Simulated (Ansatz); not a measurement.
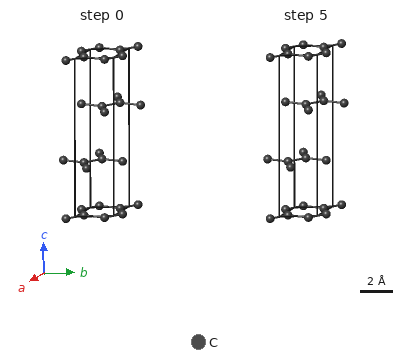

The structure of crystalline C (set up in C2/m) before (left) and after (right) a relaxation, at one scale.

Style: ball-and-stick. Shown: the conventional cell (3 times the calculation's cell), slightly off an axis. Lengths and directions refer to the drawn axes.

Case: volume × 1.06, shape and atoms relaxed.

Computed with DFT PBE+D3(BJ), scalar-relativistic, plane waves, PAW (Ansatz). Set-up: plane-wave cutoff 420 eV; k-point mesh 14 × 14 × 8; occupations gaussian; smearing width 0.02 eV; no spin polarisation; cell relaxed at fixed volume; force threshold 0.01 eV/Å; at most 30 steps.

Question: Summarise the run.

Answer: The energy falls by 6.0 meV per atom in 3 accepted moves (5 points after the start). Largest force component: 0.00037 eV/Å at the start, 0.00047 eV/Å at the end. Pressure: −8.39 GPa at the start and −1.28 GPa at the end. The SCF was repeated twice at an unchanged geometry on a basis and grid sized afresh for the cell, which shifted the energy by 0.2 meV per atom at most. The atoms keep their places relative to the cell (all moves are under 0.005 Å). The drawn cell changes at constant volume: a = b 2.490 → 2.468 Å (−0.9 %), c 10.511 → 10.704 Å (+1.8 %). Some distances before and after: C–C 1.438 → 1.425 Å. The space group stays R-3m (No. 166).
